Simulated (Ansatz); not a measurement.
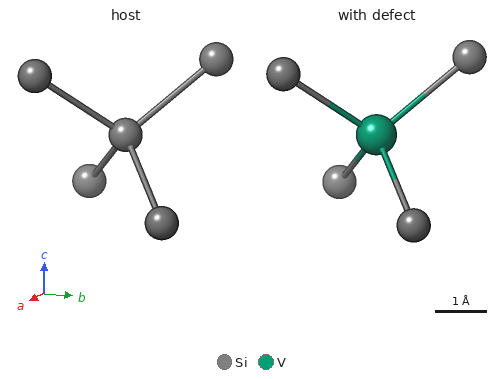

Left: perfect Si. Right: the same region with one point defect, after relaxing the atoms in a supercell of 32 sites. The picture is a ball-and-stick view of the atoms within 3.8 Å of one point, seen slightly off an axis.

The calculation used Ansatz 0.2.0, DFT PBEsol, scalar-relativistic, plane waves, PAW. Settings: plane-wave cutoff 420 eV; k-point mesh 3 × 3 × 3; occupations gaussian; smearing width 0.02 eV; collinear spin. The cell is small and the k-mesh coarse, so the numbers are rough. A uniform background neutralises the charged cell. The axes drawn are those of the host's conventional cell.

Q: Which defect is it?

A: A silicon atom is replaced by vanadium.

The charge state of the cell is +1.

Q: How does the lattice respond?

A: In the host the Si atom has 4 Si at 2.35 Å; the V atom ends with 4 Si at 2.41 to 2.42 Å. Of the host's atoms, a silicon atom moves furthest from its site, by 0.07 Å. The cell ends without a net magnetic moment.
